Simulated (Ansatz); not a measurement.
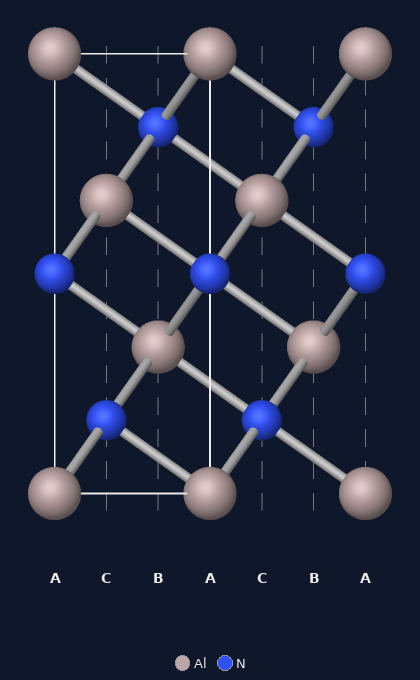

Projection along an edge of the hexagonal mesh, stacking direction [111] upwards. The dashed lines mark the three columns A (0, 0), B (1/3, 2/3) and C (2/3, 1/3). The box is the hexagonal cell of the face-centred cubic lattice. The sequence starts with the first layer at or above the cell's origin.

AlN: the geometry relaxed with DFT, PBE, PAW with Ansatz's default frozen-core files, scalar-relativistic in Ansatz; the starting structure was generated, so it need not be a known form of this composition.

### List the layers of one repeat.

Al(A) – N(C) – Al(B) – N(A) – Al(C) – N(B) (six layers in 7.05 Å).

### How are the N layers alone stacked?

N layers alone: CAB, the cubic close-packed type.

### Which positions between or in the N layers do the other atoms fill?

Al: three octahedral sites, counted in one hexagonal cell.

Heights of the layers:

| layer | atoms (column) | height (Å) | to next (Å) |
| --- | --- | --- | --- |
| 1 | Al(A) | 0.00 | 1.18 |
| 2 | N(C) | 1.18 | 1.17 |
| 3 | Al(B) | 2.35 | 1.18 |
| 4 | N(A) | 3.53 | 1.18 |
| 5 | Al(C) | 4.70 | 1.17 |
| 6 | N(B) | 5.88 | 1.18 |
